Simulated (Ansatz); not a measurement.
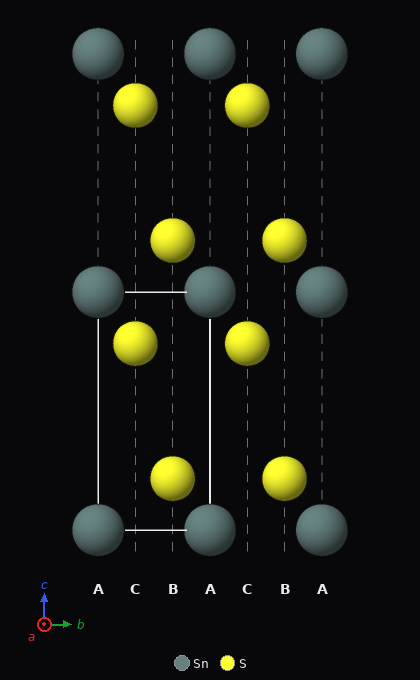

The picture looks along a close-packed row of the hexagonal mesh; c points upwards. The dashed lines mark the three columns A (0, 0), B (1/3, 2/3) and C (2/3, 1/3). The sequence starts with the first layer at or above the cell's origin.

The compound is SnS₂, taken as coordinates from a relaxation with Ansatz 0.2.0, DFT PBE, scalar-relativistic, plane waves, PAW.

**Read off the stacking sequence over one period.**

Sn(A) – S(B) – S(C) (three layers in 6.83 Å).

**How are the S layers alone stacked?**

S layers alone: BC, the hexagonal close-packed type.

**Which positions between or in the S layers do the other atoms fill?**

Sn: one octahedral site, counted in one hexagonal cell. One of the two gaps between S layers is empty, 3.87 Å wide.

**What short polytype symbol fits?**

Polytype symbol 1T, the symbol of a layered MX2 polytype (number of slabs in the repeat and lattice).
